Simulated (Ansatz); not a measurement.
The Ansatz input:

```
crystal:
  lattice:
    - [6.3931260394, 0.0, 0.0]
    - [0.0, 5.2085710381, 0.0]
    - [0.0, 0.0, 23.9231762389]
  atoms:
    - { symbol: Ga, position: [0.5, 0.000811033, 0.3955912177] }
    - { symbol: Ga, position: [0.0, 0.000811033, 0.3955912177] }
    - { symbol: "N", position: [0.5, 0.624188967, 0.3955912177] }
    - { symbol: "N", position: [0.0, 0.624188967, 0.3955912177] }
    - { symbol: Ga, position: [0.75, 0.500811033, 0.4341633642] }
    - { symbol: Ga, position: [0.25, 0.500811033, 0.4341633642] }
    - { symbol: "N", position: [0.75, 0.124188967, 0.4341633642] }
    - { symbol: "N", position: [0.25, 0.124188967, 0.4341633642] }
    - { symbol: Ga, position: [0.75, 0.000811033, 0.5113076573] }
    - { symbol: Ga, position: [0.25, 0.000811033, 0.5113076573] }
    - { symbol: "N", position: [0.75, 0.624188967, 0.5113076573] }
    - { symbol: "N", position: [0.25, 0.624188967, 0.5113076573] }
    - { symbol: Ga, position: [0.0, 0.500811033, 0.5498798039] }
    - { symbol: Ga, position: [0.5, 0.500811033, 0.5498798039] }
    - { symbol: "N", position: [0.0, 0.124188967, 0.5498798039] }
    - { symbol: "N", position: [0.5, 0.124188967, 0.5498798039] }
    - { symbol: Ga, position: [0.0, 0.000811033, 0.627024097] }
    - { symbol: Ga, position: [0.5, 0.000811033, 0.627024097] }
    - { symbol: "N", position: [0.0, 0.624188967, 0.627024097] }
    - { symbol: "N", position: [0.5, 0.624188967, 0.627024097] }
    - { symbol: Ga, position: [0.25, 0.500811033, 0.6655962436] }
    - { symbol: Ga, position: [0.75, 0.500811033, 0.6655962436] }
    - { symbol: "N", position: [0.25, 0.124188967, 0.6655962436] }
    - { symbol: "N", position: [0.75, 0.124188967, 0.6655962436] }
    - { symbol: H, position: [0.5, 0.0986689853, 0.3344037564] }
    - { symbol: H, position: [0.0, 0.0986689853, 0.3344037564] }
    - { symbol: H, position: [0.5, 0.5585294377, 0.354536405] }
    - { symbol: H, position: [0.0, 0.5585294377, 0.354536405] }
basis:
  ecutwfc: 420
kpoints:
  mp_grid: { grid: [3, 3, 1] }
hamiltonian:
  xc: pbe
  dispersion: d3bj
scf:
  occupations: { method: gaussian, width: 0.05 }
output:
  forces: true
  eigenvalues: true
  write_density: true
  write_potential: true
  elf: true
  volumetric_format: npy
relax:
  adjacent_minimum: "off"
  f_tol: 0.03
  max_steps: 70
  constraints: [{ sites: [0, 1, 2, 3, 4, 5, 6, 7] }]
efield:
  axis: 3
  dipole_correction: true
  ramp_width: 0.04
```

Run as:
```bash
ansatz run input.yaml --threads 4 --pin off --max-ram 10240MiB --backend cpu --events-out ev --progress --plain --runs-dir out
```

What does the potential across the slab give for the band edges against vacuum?

From the vacuum level at the right face the ionisation potential is 5.71 eV and the electron affinity 3.88 eV; at the left face they are 5.81 and 3.98 eV. The slab's gap, their difference before rounding, is 1.83 eV. The vacuum levels differ by 0.10 eV, so the slab carries a dipole along its normal. Some atoms were held fixed in the relaxation, which can itself make the faces differ. The outermost atoms are 8.0 Å apart, which leaves 15.9 Å of vacuum in a cell 23.9 Å high.

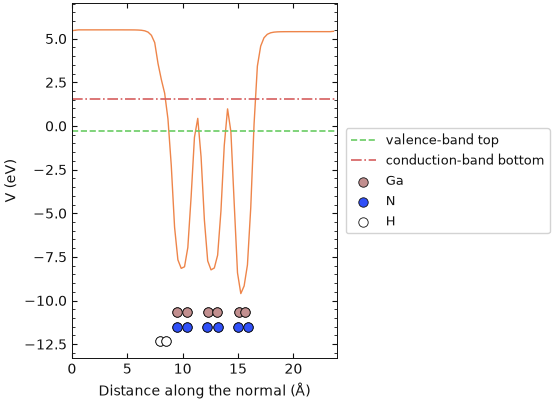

Plane-averaged electrostatic potential energy of an electron across the slab; circles at the bottom mark the heights of the atoms (positions after relaxation).
